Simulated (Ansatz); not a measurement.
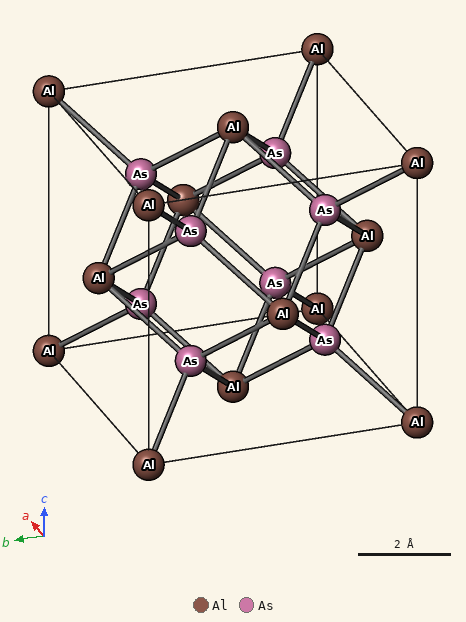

**Figure 1.** The starting structure (ball-and-stick view of the cell 4 times as large as that of the calculation, set on its symmetry axes, seen at an oblique angle). Near neighbours in the crystal (not all of them lie inside the picture): Al has 8 As at 2.70 Å; As has 4 Al at 2.70 Å.

## Geometry relaxation of AlAs$_{2}$

- system: AlAs$_{2}$ (Fm-3m, 3 atoms in the cell)
- method: DFT r2SCAN, scalar-relativistic, plane waves, PAW, no spin polarisation (Ansatz 0.2.0)

The structure was made by swapping elements on the sites of another compound; it need not be a known phase. It belongs to a series of runs on one base structure; here: fluorite type (Fm-3m, No. 225).

**Log**
```
Engine: ansatz 0.2.0, x86_64-unknown-linux-gnu
Pseudopotentials: kind: paw
Pseudopotential: Al, paw, valence charge 3, recommended cutoff 500 eV (meta_gga), Al.paw.azcp
Pseudopotential: As, paw, valence charge 15, recommended cutoff 500 eV (meta_gga), As.paw.azcp
Functional definition: r2SCAN
  parameter k0 = 0.174
  parameter k1 = 0.065
  parameter a1 = 4.9479
  exchange = r2scan_x(k0 = k0, k1 = k1, a1 = a1)
  correlation = r2scan_c
Crystal: 3 atoms, lattice volume = 60.681 Å³
Basis set: ecut = 500 eV, 1471 PW (Γ), exchange–correlation on 144×144×144 points (64 copies of the dense FFT grid, shifted against one another)
Bands: 21, of which v1, the nominal top of the filled ones, is band 17 counted from 1 (16 counted from 0)
Symmetry: 48 space group operations
Space group: Fm-3m (ITA 225), of the structure as read, at distance tolerance 3.9e-5 Å
k-points: 104 of 2744
Non-local potential: Al, projectors of the file, l = 0: 2, l = 1: 2, l = 2: 1
Non-local potential: As, projectors of the file, l = 0: 2, l = 1: 2, l = 2: 3, l = 3: 1
PAW form: soft (Blöchl's): semilocal exchange-correlation on the pseudo side does not see the compensation charge
PAW frozen core: Al, regenerated for the run's functional (the file was generated under x = pbe(κ = 0.804, μ = 0.2195149727645171), c = pbe(β = 0.06672455060314922))
PAW frozen core: As, regenerated for the run's functional (the file was generated under x = pbe(κ = 0.804, μ = 0.2195149727645171), c = pbe(β = 0.06672455060314922))
PAW one-centre angular grid: Al, 302 points (default); XC on 160 Gauss nodes
PAW one-centre angular grid: As, 590 points (default); XC on 160 Gauss nodes
Initial density: superposition of atomic densities (neutral atoms: chi_scale 0, normalization atom), corrected by the library's trained network
Initial wavefunctions: pseudopotential atomic-orbital guess
Functional: x = r2scan, c = r2scan; τ floored in thin density (d = 2e-4 eV/Å³)
SCF iter   1: F=—  HF=-10269.072211 eV  |F-HF|=—  |Δ(HF+E_count)|=         —  Δρ=5.52e-3  dr2=3.68e-2  dr2_τ=5.51e-3  ethr=1.77e-3  ⟨swp⟩=5.6  Hψ=10107  notcnv=0
preconditioner: auto → LDOS  [metal: Δε(μ)=0.010 eV  Ē_g=9.548 eV  σ=0.100 eV  W_gap=0.06  n_scr=14 (ndim 8)  ℏωp=17.2 eV  f_vac=0.024  D(μ)=1.80/eV (n_scr^D=14)  β→1.0]
SCF iter   2: F=—  HF=-10269.096854 eV  |F-HF|=—  |Δ(HF+E_count)|=   2.46e-2  Δρ=2.15e-3  dr2=2.07e-3  dr2_τ=8.43e-5  ethr=1.11e-4  ⟨swp⟩=2.0  Hψ=5158  notcnv=0  defer=42
SCF iter   3: F=—  HF=-10269.095587 eV  |F-HF|=—  |Δ(HF+E_count)|=   1.27e-3  Δρ=1.22e-3  dr2=1.63e-3  dr2_τ=7.85e-6  ethr=6.26e-6  ⟨swp⟩=2.0  Hψ=3926  notcnv=0  defer=42
SCF iter   4: F=—  HF=-10269.094655 eV  |F-HF|=—  |Δ(HF+E_count)|=   9.31e-4  Δρ=4.78e-4  dr2=2.77e-4  dr2_τ=5.22e-7  ethr=4.94e-6  ⟨swp⟩=2.0  Hψ=3871  notcnv=0  defer=42
SCF iter   5: F=—  HF=-10269.094470 eV  |F-HF|=—  |Δ(HF+E_count)|=   1.85e-4  Δρ=7.78e-5  dr2=6.72e-6  dr2_τ=2.25e-8  ethr=8.39e-7  ⟨swp⟩=2.0  Hψ=3871  notcnv=0  defer=42
SCF iter   6: F=—  HF=-10269.094463 eV  |F-HF|=—  |Δ(HF+E_count)|=   6.29e-6  Δρ=9.47e-6  dr2=9.14e-8  dr2_τ=3.41e-10  ethr=3.03e-10  ⟨swp⟩=9.3  Hψ=16806  notcnv=0
SCF iter   7: F=-10269.094463 eV  HF=-10269.094463 eV  |F-HF|=1.51e-10  |Δ(HF+E_count)|=   7.97e-8  Δρ=6.45e-7  dr2=3.72e-10  dr2_τ=3.96e-12  ethr=2.77e-10  ⟨swp⟩=8.1  Hψ=13681  notcnv=0
SCF 1 converged in 7 iterations: F = -10269.094463 eV  dr2 = 3.72e-10
  greatest PAW one-centre occupation: 0.999 electrons in one spin orbital (limit 2), on the As atom at site 2 (counted from 0), in its partial waves of l = 2
relax step   1: F+E_penalty+E_count = -10269.09446324 eV  Δ(F+E_penalty+E_count) = +0.000e0 eV  max|allowed force component| = 1.446e-18 eV/Å  Δτ_max = 0.0000 Å  P = +0.061 GPa  Ω = 60.681 Å³  (7 SCF iters, dr2 threshold 1.00e-7 eV, accepted)
Crystal: 3 atoms, lattice volume = 60.750 Å³
Initial density: handed on by an earlier stage of this run
Initial wavefunctions: those handed on with the density
iter 1 solved again at ethr=2.85e-9 eV; its pass at ethr=3.10e-3 eV (dr2=9.40e-7 eV) is discarded
SCF iter   1: F=—  HF=-10269.094455 eV  |F-HF|=—  |Δ(HF+E_count)|=         —  Δρ=2.37e-5  dr2=6.09e-7  dr2_τ=1.70e-6  ethr=2.85e-9  ⟨swp⟩=2.0  Hψ=11519  notcnv=0
preconditioner: auto → LDOS  [metal: Δε(μ)=0.014 eV  Ē_g=9.498 eV  σ=0.100 eV  W_gap=0.08  n_scr=14 (ndim 8)  ℏωp=17.2 eV  f_vac=0.030  D(μ)=1.84/eV (n_scr^D=14)  β→1.0]
SCF iter   2: F=—  HF=-10269.094464 eV  |F-HF|=—  |Δ(HF+E_count)|=   9.13e-6  Δρ=1.38e-5  dr2=1.90e-7  dr2_τ=1.42e-9  ethr=1.84e-9  ⟨swp⟩=2.1  Hψ=3830  notcnv=0
SCF iter   3: F=—  HF=-10269.094464 eV  |F-HF|=—  |Δ(HF+E_count)|=   5.62e-8  Δρ=4.82e-6  dr2=2.24e-8  dr2_τ=2.27e-10  ethr=5.76e-10  ⟨swp⟩=2.0  Hψ=3901  notcnv=0
SCF iter   4: F=-10269.094464 eV  HF=-10269.094464 eV  |F-HF|=2.74e-9  |Δ(HF+E_count)|=   2.14e-8  Δρ=1.78e-6  dr2=1.09e-9  dr2_τ=1.11e-10  ethr=2.83e-11  ⟨swp⟩=7.3  Hψ=13016  notcnv=0
SCF 2 converged in 4 iterations: F = -10269.094464 eV  dr2 = 1.09e-9
relax step   2: F+E_penalty+E_count = -10269.09446445 eV  Δ(F+E_penalty+E_count) = -1.213e-6 eV  max|allowed force component| = 1.349e-17 eV/Å  Δτ_max = 0.0000 Å  P = -0.026 GPa  Ω = 60.750 Å³  energy of the carried Pulay correction = -6.322e-6 eV  (4 SCF iters, dr2 threshold 9.33e-9 eV, accepted)
Initial wavefunctions: pseudopotential atomic-orbital guess (no wavefunctions were taken with the density)
iter 1 solved again at ethr=1.92e-8 eV; its pass at ethr=3.10e-3 eV (dr2=6.34e-6 eV) is discarded
SCF iter   1: F=—  HF=-10269.094472 eV  |F-HF|=—  |Δ(HF+E_count)|=         —  Δρ=1.74e-6  dr2=1.08e-9  dr2_τ=1.49e-10  ethr=1.92e-8  ⟨swp⟩=3.2  Hψ=15649  notcnv=0
SCF iter   2: F=—  HF=-10269.094472 eV  |F-HF|=—  |Δ(HF+E_count)|=   1.02e-7  Δρ=9.30e-7  dr2=8.52e-10  dr2_τ=1.49e-11  ethr=3.28e-12  ⟨swp⟩=3.7  Hψ=5658  notcnv=0
SCF iter   3: F=—  HF=-10269.094472 eV  |F-HF|=—  |Δ(HF+E_count)|=   1.64e-9  Δρ=2.97e-7  dr2=5.79e-11  dr2_τ=6.05e-13  ethr=2.58e-12  ⟨swp⟩=2.0  Hψ=3916  notcnv=0
SCF iter   4: F=-10269.094472 eV  HF=-10269.094472 eV  |F-HF|=1.82e-12  |Δ(HF+E_count)|=  2.18e-11  Δρ=6.71e-8  dr2=1.03e-12  dr2_τ=1.01e-13  ethr=1.00e-12  ⟨swp⟩=6.3  Hψ=9754  notcnv=0
SCF 3 converged in 4 iterations: F = -10269.094472 eV  dr2 = 1.03e-12
relax step   3: F+E_penalty+E_count = -10269.09447221 eV  Δ(F+E_penalty+E_count) = -7.765e-6 eV  max|allowed force component| = 1.243e-17 eV/Å  Δτ_max = 0.0000 Å  P = -0.026 GPa  Ω = 60.750 Å³  stress off target by 2.59e-2 GPa  SCF on the basis re-selected at this cell (its energy is not comparable with the rows above)  (4 SCF iters)
```

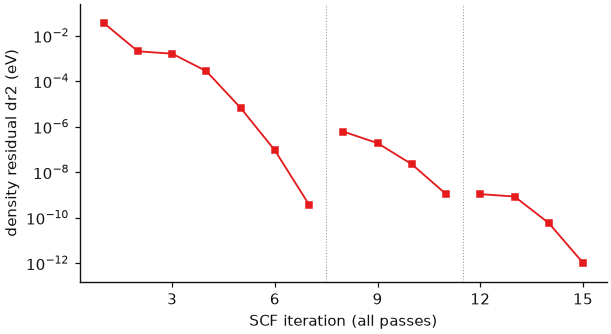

**Figure 2.** Convergence of the self-consistent field: density residual dr2 against the SCF iteration. The dotted lines part the SCF passes of the relaxation: geometry steps, rejected trials and re-solves on a re-selected basis. The passes take 7, 4 and 4 iterations.

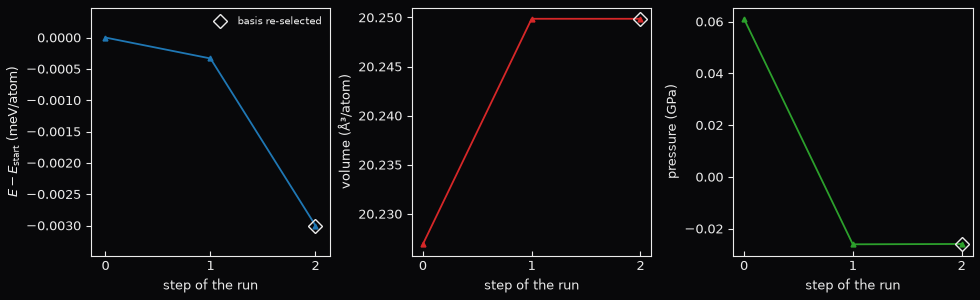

**Figure 3.** Progress of the relaxation, step by step (the first geometry is step 0 here and step 1 in the log). After 1 geometry step the energy has fallen by next to nothing (0.0 meV per atom). All forces vanish by symmetry, so only the cell relaxes. The pressure goes from 0.06 to −0.03 GPa. No atom moves by more than 0.005 Å relative to the cell. A last SCF at the same geometry on a re-selected plane-wave basis shifts the energy by next to nothing (0.0 meV per atom).

```
basis re-selected at this cell: Δ(F+E_penalty+E_count) = -7.765e-6 eV, ΔP = +0.000 GPa vs the last step (what re-selecting the basis moved, of the pressure what is left beyond the Pulay correction that the steps carried, after the strain that the cell walked since its last selection, with what the two solves' SCF thresholds leave and, on support functions, any second-order correction that the steps lacked; it is no measure of the basis error at this ecutwfc). This SCF's stress stands 2.59e-2 GPa from its target on what of the cell is left free (relax.cell.stress_tol is 5.00e-2 GPa) and its largest allowed force component is 1.24e-17 eV/Å (relax.f_tol is 1.00e-2 eV/Å): within both
SCF converged after 4 iterations
Free energy (F): -10269.094472 eV
Harris-Foulkes:  -10269.094472 eV  (|F-HF|=1.82e-12)
Internal energy: -10269.085256 eV  (E = F + TS)
E sigma→0 (E₀):  -10269.089864 eV
Entropy (-TS):   -0.009216 eV (-3.072 meV/atom)
Fermi energy:    9.514502 eV
--- Per-component energies (eV) ---
  E_band       = -497.744886
  E_kinetic    = 228.726855
  E_local      = -3657.242765  (includes V_loc(G=0)·N_el)
  E_nonlocal   = -1332.218879
  E_hartree    = 2006.402706
  E_xc         = -185.190833
  E_vxc        = -200.735081  (∫ρ·V_xc dr)
  E_paw        = -4166.193541  (= ΣΔE_a)
  E_vpaw       = 440.418120  (= ΣTr[D̂ρ^β])
  E_aug_tail   = -0.000012  (compensation charges beyond the density's cutoff)
  E_vtau       = 10.501404  (kinetic-family band-sum trace: ∫τ·v_τ [+ j·A + Jᵃ·Aᵃ] dr)
  E_ewald      = -3160.393862
  E_core_change = -2.974924  (= ΣΔE_core)
  E_smearing   = -0.009216  (= −TS)
  E_closure    = -0.000000  (closes the sum)
  Σ components = -10269.094472   (vs F -10269.094472, Δ=0.00e0)
--- Forces (eV/Å), atoms counted from 1 ---
  atom   1  Al    -0.00000000     0.00000000    -0.00000000
  atom   2  As     0.00000000     0.00000000     0.00000000
  atom   3  As    -0.00000000    -0.00000000    -0.00000000
  max |Σ_I F_I| component: 1.73e-18 eV/Å
--- Stress (GPa, compression-positive) ---
       -0.025919       0.000000      -0.000000
        0.000000      -0.025919       0.000000
       -0.000000       0.000000      -0.025919
  P = ⅓ Tr σ = -0.0259 GPa (-0.259 kbar)
--- Band table (eV; the first three rows and the last of 104) ---
  k-point 0: bands = ["-27.1417", "-27.1417", "-27.1351", "-27.1351", "-27.1351", "-27.1204", "-27.1204", "-27.1204", "-27.1021", "-27.1021", "-5.0475", "1.1786", "6.3233", "6.3233", "6.3233", "9.1036", "9.1036", "9.1036", "11.0256", "12.5810", "12.5810"]
  k-point 1: bands = ["-27.1412", "-27.1412", "-27.1350", "-27.1349", "-27.1349", "-27.1206", "-27.1206", "-27.1206", "-27.1026", "-27.1026", "-4.9950", "1.0491", "6.2718", "6.3097", "6.3097", "8.8324", "9.0454", "9.0454", "11.5366", "12.5307", "12.5307"]
  k-point 2: bands = ["-27.1398", "-27.1398", "-27.1344", "-27.1344", "-27.1344", "-27.1211", "-27.1211", "-27.1211", "-27.1040", "-27.1040", "-4.8381", "0.6834", "6.1105", "6.2792", "6.2792", "8.4432", "8.8535", "8.8535", "12.3659", "12.5649", "12.5649"]
  k-point 103: bands = ["-27.1342", "-27.1329", "-27.1314", "-27.1308", "-27.1273", "-27.1271", "-27.1242", "-27.1225", "-27.1126", "-27.1095", "-2.2631", "-1.8474", "1.8021", "3.4992", "6.5751", "8.0068", "11.3679", "12.0674", "12.8347", "13.2768", "16.9780"]
--- Relaxed structure (2 steps of the walk, 2 accepted, 1 SCFs on fresh bases) ---
  F+E_penalty+E_count = -10269.09447221 eV   max|allowed force component| = 1.243e-17 eV/Å   (the final SCF, on the basis selected at the relaxed cell)
  cell:  # Å, volume = 60.7496 Å³
    - [-2.292917414803016e-34, 3.120119051026842, 3.120119051026842]
    - [3.120119051026842, -3.0572232197373543e-34, 3.120119051026842]
    - [3.120119051026842, 3.120119051026842, -1.2738430082238977e-34]
  atoms:
    - { symbol: Al, position: [5.40308333673542e-35, -3.687818785390842e-35, -3.773582012958072e-35] }
    - { symbol: As, position: [0.24999999999999997, 0.24999999999999997, 0.24999999999999997] }
    - { symbol: As, position: [0.7499999999999999, 0.7499999999999999, 0.7499999999999999] }
```

**Trajectory as extended XYZ (Å, eV, eV/Å), 3 frames, from step=1 to step=3**
```
3
Lattice="0.0000 3.1189 3.1189 3.1189 0.0000 3.1189 3.1189 3.1189 0.0000" Properties=species:S:1:pos:R:3:forces:R:3 step=1 energy=-10269.09446 pressure_GPa=0.06
Al    0.0000    0.0000    0.0000    0.0000   0.0000   0.0000
As    1.5595    1.5595    1.5595    0.0000   0.0000   0.0000
As    4.6784    4.6784    4.6784    0.0000   0.0000   0.0000
3
Lattice="0.0000 3.1201 3.1201 3.1201 0.0000 3.1201 3.1201 3.1201 0.0000" Properties=species:S:1:pos:R:3:forces:R:3 step=2 energy=-10269.09446 pressure_GPa=-0.03
Al    0.0000    0.0000    0.0000    0.0000   0.0000   0.0000
As    1.5601    1.5601    1.5601    0.0000   0.0000   0.0000
As    4.6802    4.6802    4.6802    0.0000   0.0000   0.0000
3
Lattice="0.0000 3.1201 3.1201 3.1201 0.0000 3.1201 3.1201 3.1201 0.0000" Properties=species:S:1:pos:R:3:forces:R:3 step=3 energy=-10269.09447 pressure_GPa=-0.03
Al    0.0000    0.0000    0.0000    0.0000   0.0000   0.0000
As    1.5601    1.5601    1.5601    0.0000   0.0000   0.0000
As    4.6802    4.6802    4.6802    0.0000   0.0000   0.0000
```

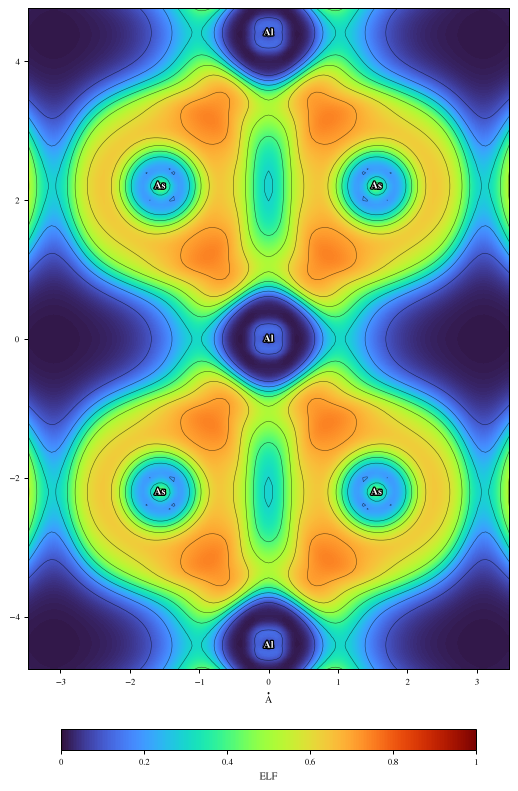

**Figure 4.** ELF on the (110) plane of the conventional cell. The section cuts through Al and As sites. In a PAW calculation such maps are meaningful between the atoms, not at the nuclei.

This output came from the following input.

**The input**
```yaml
crystal:
  lattice:
    - [0.0, 3.1189389397, 3.1189389397]
    - [3.1189389397, 0.0, 3.1189389397]
    - [3.1189389397, 3.1189389397, 0.0]
  atoms:
    - { symbol: Al, position: [0.0, 0.0, 0.0] }
    - { symbol: As, position: [0.25, 0.25, 0.25] }
    - { symbol: As, position: [0.75, 0.75, 0.75] }
basis:
  ecutwfc: 500
kpoints:
  mp_grid: { grid: [14, 14, 14] }
hamiltonian:
  xc: r2scan
scf:
  occupations: { method: gaussian, width: 0.1 }
output:
  forces: true
  stress: true
  eigenvalues: true
  write_density: true
  write_potential: true
  elf: true
  volumetric_format: npy
relax:
  adjacent_minimum: "off"
  f_tol: 0.01
  max_steps: 80
  cell: { stress_tol: 0.05 }
```

Launch command:
```bash
ansatz run input.yaml --threads 1 --pin off --max-ram 2560MiB --backend cpu --events-out ev --progress --plain --runs-dir out
```

**Results in brief**

- outcome: converged
- space group (tolerance 0.01 Å): Fm-3m (225)
- electrons treated: 33
- free energy: −10269.0945 eV
- Fermi energy: 9.515 eV
- gap on the k-point mesh: none (metallic)
- pressure: −0.03 GPa
- final volume: 60.75 Å³
- largest force (length of the vector) at the end: under 0.001 eV/Å
- final cell: a = 4.413 Å, b = 4.413 Å, c = 4.413 Å, α = 60.00°, β = 60.00°, γ = 60.00°
- hardware: 1 thread of Intel Xeon @ 2.50GHz (Skylake/Cascade Lake), 192 GiB of memory available, shared host
- wall time: 66 s
- peak memory: 0.72 GiB
